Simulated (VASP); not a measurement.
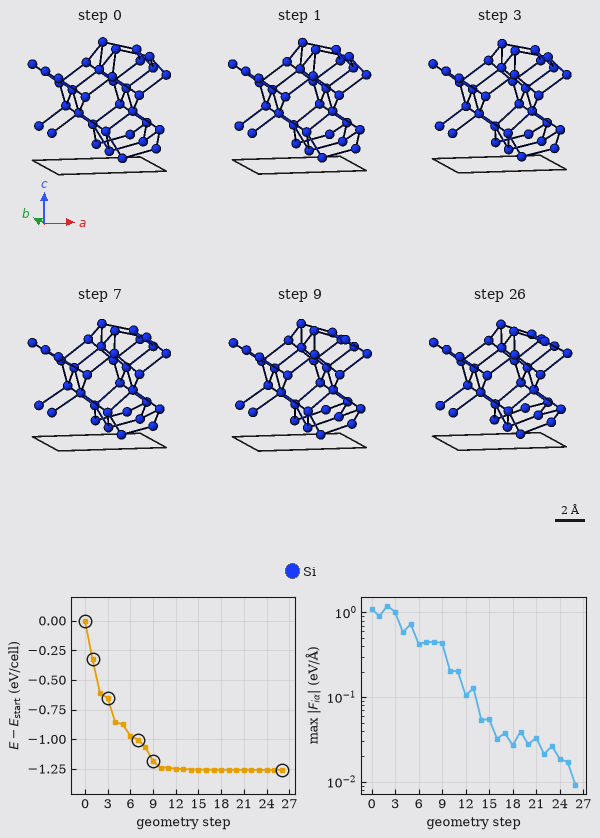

Frames of a relaxation of a slab of composition Si, marked on the history of the run. The picture is a ball-and-stick view of the 1 × 2 repeat of the cell, outlined in the plane, without the vacuum, seen slightly off an axis.

The run lets the atoms move in a fixed cell.

The calculation used VASP 6.6.1, Kohn-Sham DFT of a periodic cell, PBE, VASP PAW PBE potentials, recommended.

Input file:
```
SYSTEM = Si
ALGO = Normal
DIPOL = 0.5 0.5 0.500
EDIFF = 1E-7
EDIFFG = -0.01
ENCUT = 520
GGA = PE
IBRION = 2
IDIPOL = 3
ISIF = 2
ISMEAR = 0
KPAR = 4
LASPH = .TRUE.
LCHARG = .FALSE.
LDIPOL = .TRUE.
LREAL = .FALSE.
LWAVE = .FALSE.
NELM = 120
NSW = 90
PREC = Accurate
SIGMA = 0.03
```

Launched with:
```bash
cat potpaw_PBE.64/Si/POTCAR > POTCAR
mpirun -np 4 vasp_std > vasp.out
```

Describe the path.

The energy falls by 1.260 eV per cell of the calculation in 26 geometry steps. Largest force component: 1.1 eV/Å at the start, 0.0092 eV/Å at the end. The largest moves relative to the layer's centre, 0.53 Å, are those of Si atoms. The lattice vectors keep their values. Some distances before and after: Si–Si 3.337 → 2.936 Å, Si–Si 2.653 → 2.408 Å, Si–Si 2.500 → 2.344 Å, Si–Si 2.368 → 2.416 Å. Bond angles that change, for instance: Si–Si–Si 90.7° → 76.3°, Si–Si–Si 93.6° → 106.8°, Si–Si–Si 114.3° → 123.7°. From step 0 to 1: Si atoms move most (0.07 Å), energy −0.327 eV per cell of the calculation. From step 1 to 3: Si atoms move most (0.14 Å), energy −0.326 eV per cell of the calculation. From step 3 to 7: Si atoms move most (0.14 Å), energy −0.350 eV per cell of the calculation. From step 7 to 9: Si atoms move most (0.18 Å), energy −0.184 eV per cell of the calculation. From step 9 to 26: Si atoms move most (0.13 Å), energy −72.5 meV per cell of the calculation.

```
step  E − E(0), meV/atom  largest force component, eV/Å
   0                0.00                         1.1106
   1              -27.26                         0.8985
   2              -51.10                         1.2007
   3              -54.39                         1.0131
   4              -71.41                         0.5835
   5              -72.93                         0.7271
   6              -80.99                         0.4250
   7              -83.59                         0.4447
   8              -88.98                         0.4506
   9              -98.95                         0.4350
  10             -103.33                         0.2054
  11             -103.33                         0.2018
  12             -104.25                         0.1049
  13             -104.30                         0.1272
  14             -104.68                         0.0537
  15             -104.70                         0.0549
  16             -104.80                         0.0323
  17             -104.81                         0.0375
  18             -104.88                         0.0270
  19             -104.90                         0.0390
  20             -104.94                         0.0276
  21             -104.94                         0.0333
  22             -104.97                         0.0211
  23             -104.98                         0.0265
  24             -104.99                         0.0186
  25             -104.99                         0.0171
  26             -105.00                         0.0092
```
